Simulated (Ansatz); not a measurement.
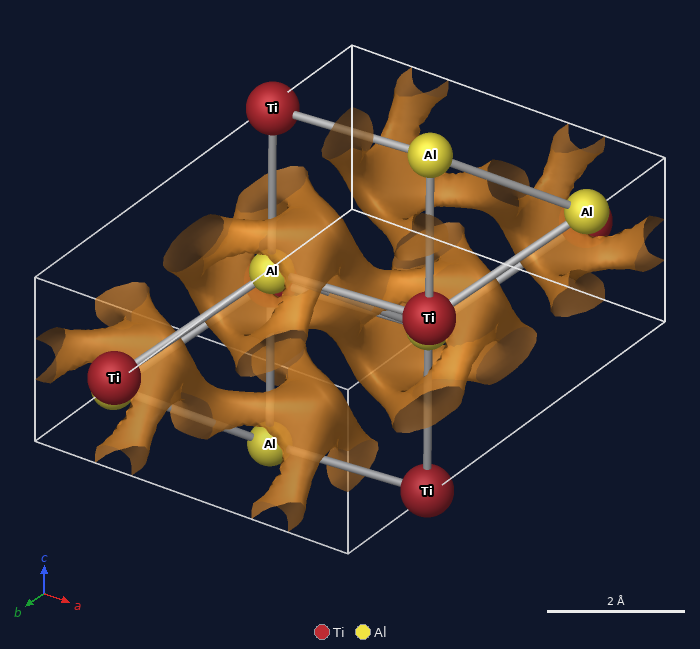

The picture shows: TiAl. Isosurface of the ELF at 0.65 (orange), seen at an oblique angle. Core shells and regions of very low density are left out. Sticks mark near contacts.

Space group Cmme; not relaxed (largest force 0.4 eV/Å); computed without spin polarisation.

Level of theory: Ansatz, DFT PBEsol, scalar-relativistic, plane waves, PAW.

In a PAW calculation such maps are meaningful between the atoms, not at the nuclei.

Question: Identify the bonds, lone pairs and shells in this picture.

Answer: The ELF exceeds this value in sheets that run through the cell in two directions, counted in one cell of 8 atoms. Any copies at cell faces, edges or corners count once.

Values along the shortest contacts:
Ti–Al (2.78 Å): the ELF is about 0.35 at the midpoint. Al–Al (2.80 Å): the ELF peaks at about 0.70 between the atoms.
